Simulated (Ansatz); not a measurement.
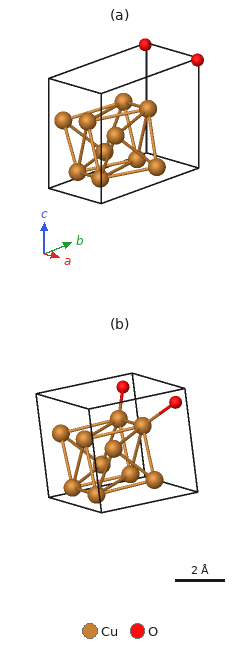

The structure of solid Cu8O (set up in Amm2) before (top) and after (bottom) a relaxation, at one scale.

A ball-and-stick model of the cell of the calculation, seen slightly off an axis.

Computed with DFT r2SCAN, scalar-relativistic, plane waves, PAW (Ansatz 0.2.0). Settings: plane-wave cutoff 500 eV; k-point mesh 8 × 8 × 8; occupations gaussian; smearing width 0.1 eV; no spin polarisation; cell and atoms relaxed; force threshold 0.005 eV/Å; at most 80 steps.

> Summarise the run.

The run was cut off at its time limit before the relaxation converged, so the last structure is only a point on the way. The largest move relative to the cell is that of the O atom, 0.61 Å along [0 −1 −1]. By element the largest moves are O 0.61 Å, Cu 0.27 Å. The drawn cell changes as follows: a 5.363 → 5.404 Å (+0.8 %), b = c 4.575 → 4.379 Å (−4.3 %), α 74.1° → 89.3°; the volume changes by −4.0 %. Some distances before and after: Cu–O 3.012 → 2.030 Å, Cu–Cu 2.795 → 2.585 Å, Cu–O 1.901 → 2.031 Å, Cu–Cu 2.318 → 2.447 Å. Bond angles that change, for instance: Cu–O–Cu 119.2° → 179.9°, Cu–Cu–O 149.6° → 179.9°, Cu–Cu–O 90.6° → 117.0°. The space group (tolerance 0.01 Å) goes from Amm2 (No. 38) to Cmmm (No. 65). The energy falls by 83.8 meV per atom in 6 geometry steps. Largest force component: 0.24 eV/Å at the start, 0.019 eV/Å at the end. Pressure: −2.61 GPa at the start and −0.65 GPa at the end.
